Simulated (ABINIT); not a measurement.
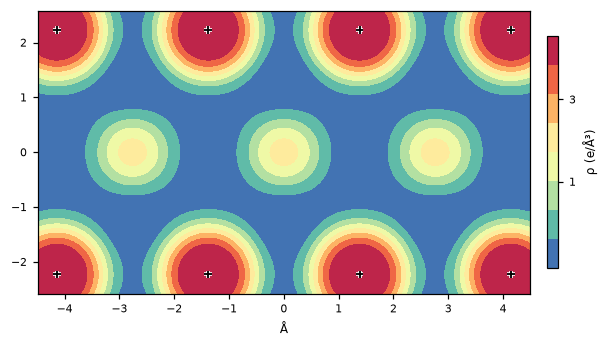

The valence electron density on a plane through atoms (crosses mark nuclei in the plane).

These are results of ABINIT, Kohn-Sham DFT of a periodic cell, r2SCAN, Ansatz PAW PBE default generated set, frozen core, not measurements.

Candidates:
A. Re, a = 2.76 Å, b = 2.76 Å, c = 4.46 Å, α = 90.00°, β = 90.00°, γ = 120.00°. Space group P6₃/mmc.
B. Ge, a = 5.66 Å, b = 5.66 Å, c = 5.66 Å, α = 90.00°, β = 90.00°, γ = 90.00°. Space group Fd-3m.
C. Si₂Mo, a = 3.20 Å, b = 3.20 Å, c = 7.86 Å, α = 90.00°, β = 90.00°, γ = 90.00°. Space group I4/mmm; not relaxed (largest force 0.4 eV/Å).

Q: Which system is this?

A: Candidate A: Re on the (010) plane of the conventional cell, which holds Re. Re–Re (2.76 Å): ρ is about 0.42 e/Å³ halfway.
